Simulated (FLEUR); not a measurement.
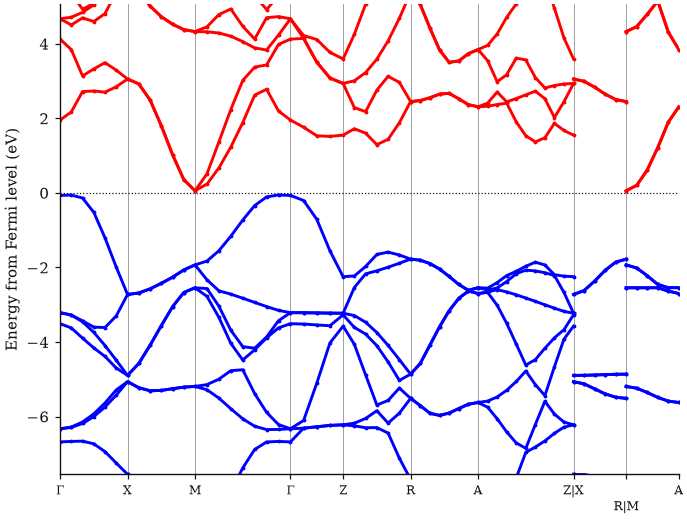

Band structure. Energies are counted from the Fermi level, put mid-gap where there is a gap.

What lattice type does the k path imply?

Answer. A primitive tetragonal lattice: the path Γ–X–M–Γ–Z–R–A–Z|X–R|M–A runs through the special points of its Brillouin zone.

Structure: SnO, space group P4/nmm (No. 129), 4 atoms in the cell; a = 3.814 Å, c = 4.887 Å (tetragonal axes).

Computed with FLEUR MaX-R8.1 (later development tree): PBEsol, all-electron, no spin polarisation, no spin-orbit coupling, 7×7×6 k mesh, Fermi-Dirac smearing of 0.05 eV.

Metal, semiconductor or insulator, and what is the gap?

Answer. The material is gapped. The gap along this path is 0.11 eV and indirect, from the valence-band top between M and Γ to the conduction-band bottom at M; the smallest direct gap is 1.96 eV, between Γ and Z. It is not wide against the smearing used. At Γ the top valence band lies only 0.01 eV lower.

What are the direct gaps at A, M and Γ?

Answer. The direct gaps are 4.85 eV at A, 1.99 eV at M and 2.02 eV at Γ.

How much do the top valence band and the lowest conduction band disperse along the path?

Answer. The top valence band spans 2.7 eV and the lowest conduction band 3.0 eV.

LDA, GGA and most meta-GGA functionals understate gaps. The usual form of SnO is litharge (tetragonal).
